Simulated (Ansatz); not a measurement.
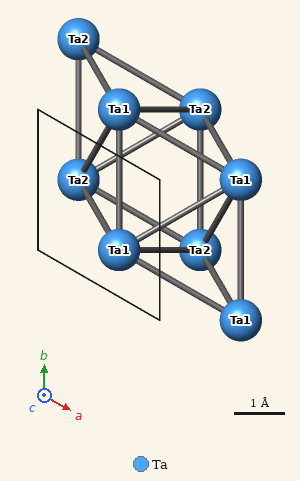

Energy scan for solid Ta (P6_3/mmc), in which the cell is strained in shear in the xy plane, with the atoms kept at their fractional coordinates. x, y and z are the Cartesian axes of the input. The picture shows the reference cell. Style: ball-and-stick. Shown: the cell of the calculation, repeated 2 × 2 × 1 with one cell outlined, along the c axis.

These are results of DFT PBEsol, scalar-relativistic, plane waves, PAW (Ansatz 0.2.0), not measurements. Settings: plane-wave cutoff 420 eV; k-point mesh 24 × 24 × 12; occupations gaussian; smearing width 0.15 eV; no spin polarisation. Energies (free energies at the smearing named) are counted from the relaxed crystal.

```
CELL_PARAMETERS angstrom
2.86694 0.00000 0.00000
-1.43347 2.48284 0.00000
0.00000 0.00000 5.09141
ATOMIC_POSITIONS crystal
Ta 0.66667 0.33333 0.75000
Ta 0.33333 0.66667 0.25000
```

> Predict the energy profile (the strain: −0.0600, −0.0450, −0.0300, −0.0150, 0.0000, 0.0150, 0.0300, 0.0450, 0.0525, 0.0600).

| engineering shear strain | E − E(ref) (meV/atom) |
| --- | --- |
| −0.0600 | 4.73 |
| −0.0450 | 3.34 |
| −0.0300 | 1.68 |
| −0.0150 | 0.44 |
| 0.0000 | 0.00 |
| 0.0150 | 0.44 |
| 0.0300 | 1.68 |
| 0.0450 | 3.34 |
| 0.0525 | 4.11 |
| 0.0600 | 4.73 |

Points that are alike by symmetry were computed once.

The lowest computed point lies at the strain 0.00 (0.00 meV/atom). The end points stand at 4.73 meV/atom (−0.06) and 4.73 meV/atom (0.06). The distortion takes the space group from P6_3/mmc to P2_1/m. At the strain −0.06 the cell of the drawing goes a 2.867 → 2.868 Å, b 2.867 → 2.942 Å, γ 120.0° → 122.6°.
